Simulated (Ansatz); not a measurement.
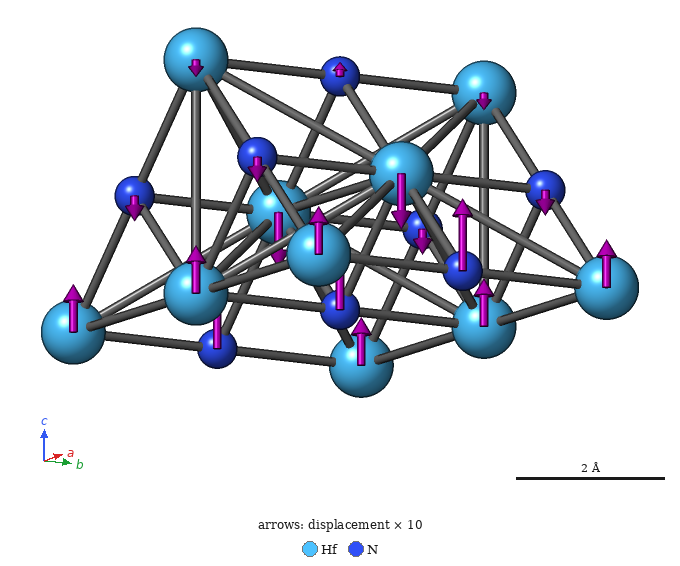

A relaxation of a slab of composition HfN (cut from the Fm-3m phase). The starting structure is drawn; purple arrows show the displacements, magnified 10 times.

A ball-and-stick model of the atoms within 4.2 Å of the atom that moves most (axes of the 2 × 2 repeat of the cell, outlined in the plane, without the vacuum), seen from a free direction.

Case: (1 1 0) slab, atoms relaxed. The slab is the (1 1 0) face of HfN.

The calculation used Ansatz 0.2.0, DFT PBE, scalar-relativistic, plane waves, PAW.

Input
```yaml
crystal:
  lattice:
    - [3.2157753968, 0.0, 0.0]
    - [0.0, 4.5477931797, 0.0]
    - [0.0, 0.0, 24.6473261903]
  atoms:
    - { symbol: Hf, position: [0.5, 0.5, 0.3042926418] }
    - { symbol: "N", position: [0.5, 0.0, 0.3042926418] }
    - { symbol: Hf, position: [0.0, 0.0, 0.3695284279] }
    - { symbol: "N", position: [0.0, 0.5, 0.3695284279] }
    - { symbol: Hf, position: [0.5, 0.5, 0.4347642139] }
    - { symbol: "N", position: [0.5, 0.0, 0.4347642139] }
    - { symbol: Hf, position: [0.0, 0.0, 0.5] }
    - { symbol: "N", position: [0.0, 0.5, 0.5] }
    - { symbol: Hf, position: [0.5, 0.5, 0.5652357861] }
    - { symbol: "N", position: [0.5, 0.0, 0.5652357861] }
    - { symbol: Hf, position: [0.0, 0.0, 0.6304715721] }
    - { symbol: "N", position: [0.0, 0.5, 0.6304715721] }
    - { symbol: Hf, position: [0.5, 0.5, 0.6957073582] }
    - { symbol: "N", position: [0.5, 0.0, 0.6957073582] }
basis:
  ecutwfc: 420
kpoints:
  mp_grid: { grid: [11, 8, 1] }
hamiltonian:
  xc: pbe
scf:
  occupations: { method: gaussian, width: 0.1 }
output:
  forces: true
  eigenvalues: true
  write_density: true
  write_potential: true
  elf: true
  volumetric_format: npy
relax:
  adjacent_minimum: "off"
  f_tol: 0.02
  max_steps: 60
efield:
  axis: 3
  dipole_correction: true
  ramp_width: 0.04
```

Run as
```bash
ansatz run input.yaml --threads 1 --pin off --max-ram 2560MiB --backend cpu --events-out ev --progress --plain --runs-dir out
```

What did the optimiser do to the structure, and how much energy did it gain?

Answer. After 3 geometry steps the energy has fallen by 0.317 eV per cell of the calculation. Largest force component: 1.5 eV/Å at the start, 0.016 eV/Å at the end. The largest moves, 0.10 Å, are those of N2 and N14. N2 goes along the normal (+c). By element the largest moves are N 0.10 Å, Hf 0.08 Å. The cell doesn't change. Among the contacts that change: N2–Hf3 2.274 → 2.152 Å, Hf1–Hf5 3.216 → 3.125 Å, Hf1–N4 2.274 → 2.203 Å, Hf3–N6 2.274 → 2.344 Å. Among the angles between lasting bonds that change: Hf3–N2–Hf3 90.0° → 96.7°.

Limits of the set-up: the cell has an odd number of electrons but was run without spin polarisation.
